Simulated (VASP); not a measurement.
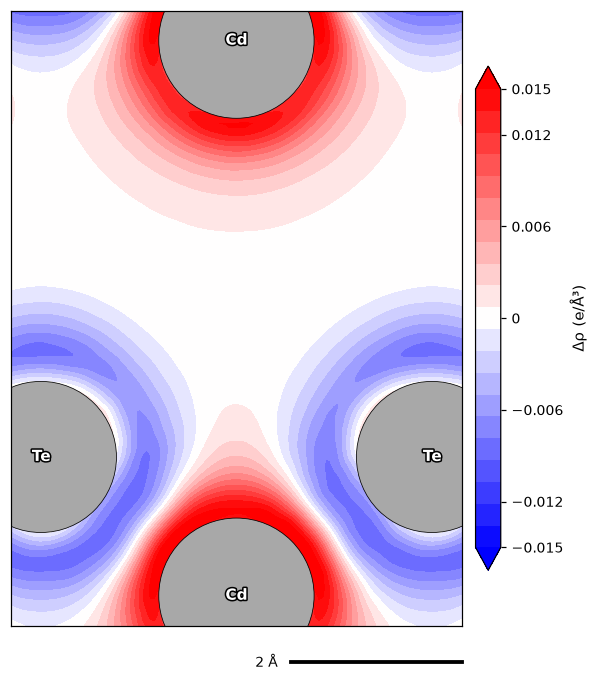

CdTe. Difference of the valence pseudo-densities of two functionals at the same geometry, on the (011̄) plane of the calculation cell: LDA less r2SCAN.

Both computed with VASP (plane waves, PAW), on the same k-point mesh. Grey discs cover the atomic cores.

Q: Where does the change of functional move the electrons?

A: Against r2SCAN, LDA gives more density around Cd (+0.014 e/Å³ on average at 1.1 Å from the nucleus) and less density around Te (−0.005 e/Å³ on average at 1.0 Å from the nucleus).
